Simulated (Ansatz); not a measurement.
Take the following structure.

```yaml
crystal:
  lattice:
    - [-1.22812, 2.12646, 0.00000]
    - [-1.22812, -2.12646, 0.00000]
    - [0.00000, 0.00000, 17.23111]
  atoms:
    - { symbol: C, position: [0.91668, 0.08332, 0.19026] }
    - { symbol: C, position: [0.91668, 0.08332, 0.60320] }
    - { symbol: C, position: [0.41668, 0.58332, 0.80974] }
    - { symbol: C, position: [0.41668, 0.58332, 0.39680] }
    - { symbol: C, position: [0.08332, 0.91668, 0.80974] }
    - { symbol: C, position: [0.08332, 0.91668, 0.39680] }
    - { symbol: C, position: [0.58332, 0.41668, 0.19026] }
    - { symbol: C, position: [0.58332, 0.41668, 0.60320] }
```

Summarise the structure in words.

Answer. The element is carbon. The cell holds eight atoms. Each C atom is coordinated by three C in a trigonal planar arrangement at 1.42 Å. The bonds build C layers parallel to (001).

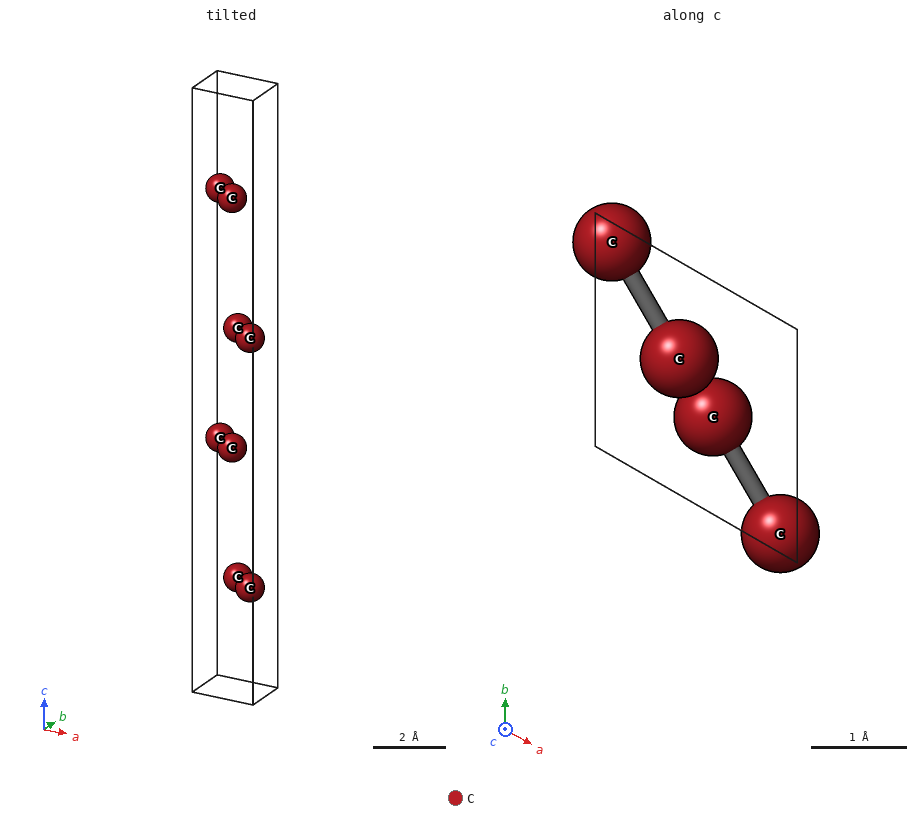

View slightly off an axis and along the c axis, drawn as a ball-and-stick model. The frame is the simulation cell; atoms at its boundary are shown with their periodic copies. Colours: carbon red.

It goes back to a structure listed in the Materials Project. The cell was then strained or its atoms displaced on purpose. Ansatz was used for an electronic-structure calculation on it.
